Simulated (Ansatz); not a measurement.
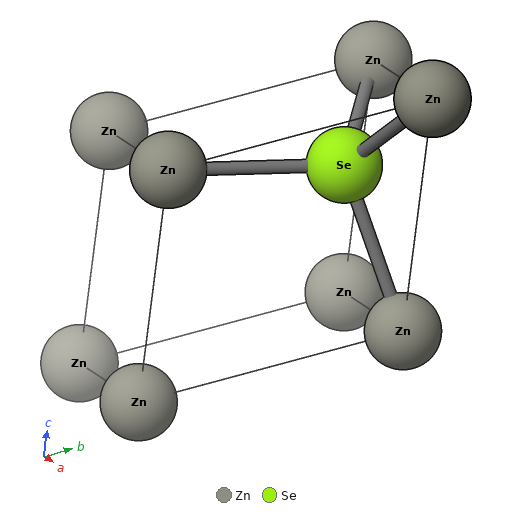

System: ZnSe, space group F-43m (No. 216). The picture shows the cell.

Starting cell:
```yaml
crystal:
  lattice:
    - [0.00000, 2.83295, 2.83295]
    - [2.83295, 0.00000, 2.83295]
    - [2.83295, 2.83295, 0.00000]
  atoms:
    - { symbol: Zn, position: [0.00000, 0.00000, 0.00000] }
    - { symbol: Se, position: [0.75000, 0.75000, 0.75000] }
```

Calculation (Ansatz 0.2.0): biaxial strain in the xy plane and strain along z of a crystal, fractional coordinates fixed, by plane-wave density functional theory with PAW datasets, free energies less that of the undisturbed cell, pressure positive in compression. Level: r2SCAN, no spin polarisation.

- wave cutoff: 500 eV
- k mesh: 8×8×8
- occupations: Gaussian
- smearing width: 0.05 eV
- k shift: (0, 0, 0) (mesh steps)
- start: relaxed

Predict the map of the energy change and pressure over strain zz and strain xx = yy. The grid: strain zz −0.08, −0.04, 0, 0.04, 0.08 ; strain xx = yy −0.08, −0.04, 0, 0.04, 0.08.

At the origin the energy is lower than all eight neighbouring grid points, so a minimum lies at or close to the given structure. The energy change is least, 0 meV/atom, at strain zz of 0 and strain xx = yy of 0, and largest, 355 meV/atom, at strain zz of −0.08 and strain xx = yy of −0.08. Near the origin the softest direction lies along strain zz, turned by about 24° so that strain xx = yy takes the opposite sign; the curvature across the valley is 7.8 times that along it. The pressure is least, −9.03 GPa, at strain zz of 0.08 and strain xx = yy of 0.08, and largest, 28.41 GPa, at strain zz of −0.08 and strain xx = yy of −0.08.

Energy change (meV/atom); rows strain xx = yy, columns strain zz:
```csv
,-0.08,-0.04,0,0.04,0.08
-0.08,355,238,157,108,89
-0.04,146,76,35,20,28
0,43,10,0,10,39
0.04,22,17,30,59,102
0.08,64,79,109,151,206
```

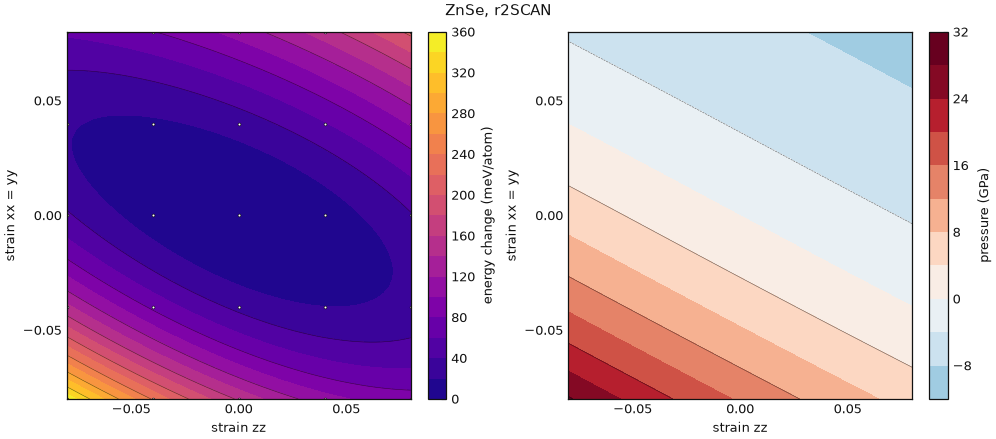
